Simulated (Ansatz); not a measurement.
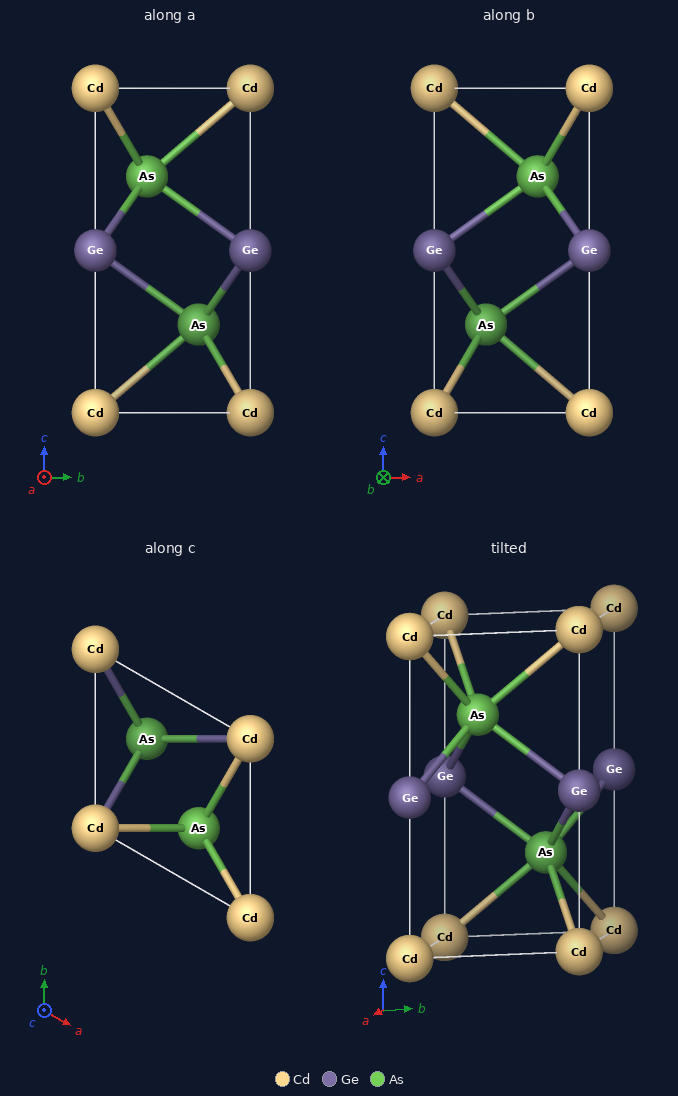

Ball-and-stick representation of a periodic structure, projected along the a axis, along the b axis, along the c axis and slightly off an axis. The wireframe shows the conventional unit cell.

Lattice parameters: a = 3.801 Å, b = 3.801 Å, c = 6.891 Å, α = 90.00°, β = 90.00°, γ = 120.00°.

Reconstruct the structure as a table of Wyckoff sites, with free fractional coordinates to two decimals.

Answer. Space group P-3m1 (No. 164).
| atom | site | x | y | z |
| --- | --- | --- | --- | --- |
| Cd | 1a | 0.00 | 0.00 | 0.00 |
| Ge | 1b | 0.00 | 0.00 | 0.50 |
| As | 2d | 0.3333 | 0.6667 | 0.27 |

Its origin is a structure type filled with these elements by a generator (whether the compound takes this form wasn't checked). What is shown is the relaxed result from DFT PBE, scalar-relativistic, plane waves, PAW in Ansatz 0.2.0.
